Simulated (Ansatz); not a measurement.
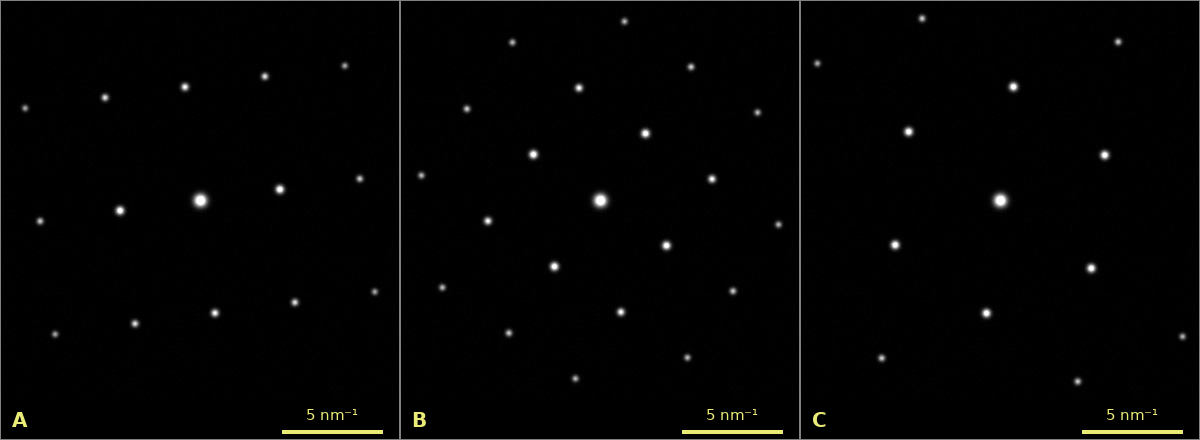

Simulated selected-area electron diffraction patterns (120 kV, kinematic approximation, thin crystal, B = 0.5 Å² for all atoms).

All three come from Ru, space group Pm-3m (No. 221), a = 2.481 Å. Structure: the input geometry of an electronic-structure calculation (not necessarily at equilibrium); the starting structure was generated, so it need not be a known form of this composition.

Assign the zone axes [001], [110], [111] to A, B and C.

A is [110]: rectangular net of 0 0 1 at d = 2.48 Å and 1 -1 0 at d = 1.75 Å, at 90.0°. B is [001]: square net of 1 0 0 at d = 2.48 Å and 0 1 0 at d = 2.48 Å, at 90.0°. C is [111]: hexagonal net of -1 1 0 at d = 1.75 Å and -1 0 1 at d = 1.75 Å, at 60.0°.
